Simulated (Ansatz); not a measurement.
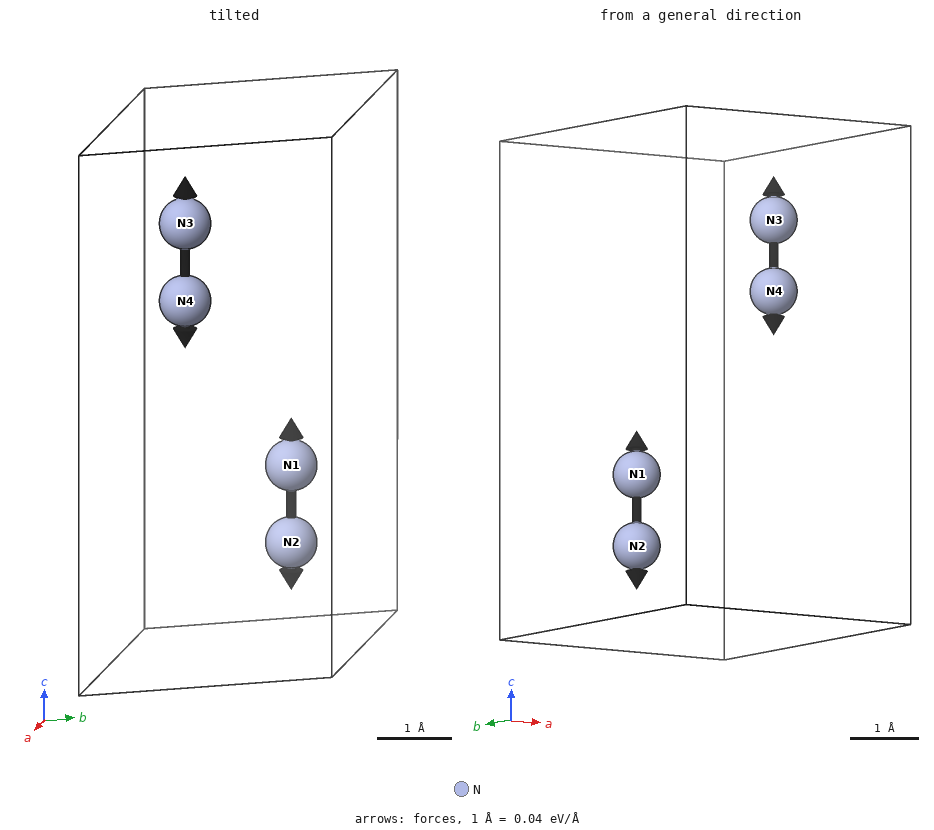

The figure gives a spheres-only picture of the atoms, viewed slightly off an axis and from a general direction. The simulation cell is drawn as a box. The arrows are the computed forces on the atoms.

System: N. Run with Ansatz, DFT, r2SCAN, plane waves, PAW and these settings: a kinetic-energy cutoff of 500 eV, a 12×12×4 mesh of k-points, no spin polarisation.

Question: Do the forces show a relaxed structure?

Answer: No. The atoms still feel forces of up to about 0.057 eV/Å, above a usual threshold of 0.01 to 0.03 eV/Å.

Question: On which atom is the force largest?

Answer: All N atoms, about 0.057 eV/Å.

It goes back to a structure listed in the Materials Project. Earlier steps of the study may have refined or changed the cell and positions. It was run through Ansatz as a DFT input.
